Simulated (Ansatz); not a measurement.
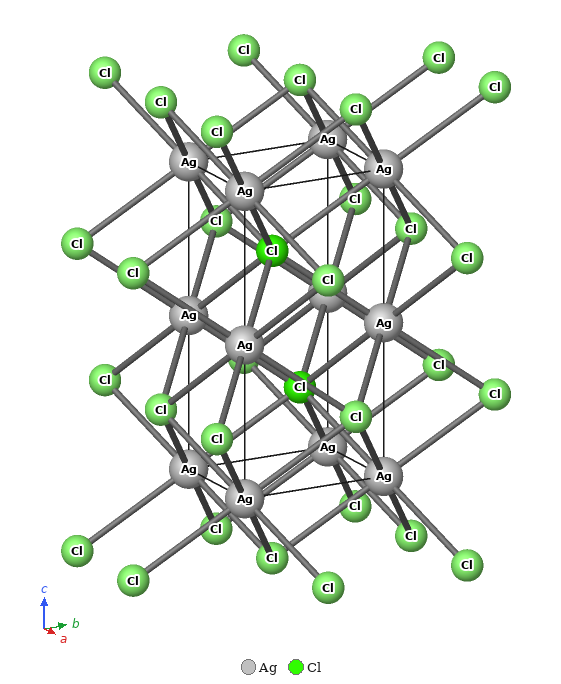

An orthographic ball-and-stick view of the structure, slightly off an axis. The box is the unit cell; atoms on or close to its faces, edges and corners are drawn wherever they repeat. Bonds that leave the box are completed with the atoms at their other ends, in fainter colours.

AgCl, a = 3.967 Å, b = 3.995 Å, c = 6.201 Å, α = 90.00°, β = 90.00°, γ = 119.77°. Strictly the space group is Cmcm (No. 63, within 0.01 Å). It is a distorted form of a primitive hexagonal structure, space group P6_3/mmc (No. 194) within 0.25 Å: nickel arsenide (NiAs) type. The structure was taken from a structure type filled with these elements by a generator (whether the compound takes this form wasn't checked). The cell was then strained or its atoms displaced on purpose. It was run through Ansatz as a DFT input.

This one geometry was computed with Ansatz (DFT, plane waves, PAW) at three levels of theory: PBE, HSE06 and r2SCAN. It was relaxed with r2SCAN and then strained.

Which level gives the highest pressure at this volume, and what does that say about its equilibrium volume?

Answer. Highest: PBE (2.1 GPa) and HSE06 (1.8 GPa), which points to the largest equilibrium volume. Lowest, with the smallest volume: r2SCAN (0.5 GPa). Levels within 0.5 GPa of each other can't be told apart.

How does the band gap change with the level of theory?

Answer. PBE: a gap of 0.90 eV, direct; r2SCAN: a gap of 1.48 eV, direct; HSE06: a gap of 2.38 eV, direct.

Collect the results in a table.

Answer.
| level | cutoff (eV) | k-mesh of the run's cell | gap (eV) | pressure (GPa) |
| --- | --- | --- | --- | --- |
| PBE | 420 | 12×12×4 | 0.90 | 2.1 |
| HSE06 | 420 | 6×6×4 | 2.38 | 1.8 |
| r2SCAN | 500 | 12×12×4 | 1.48 | 0.5 |

Gaps are taken on the k-mesh or band path of each run.
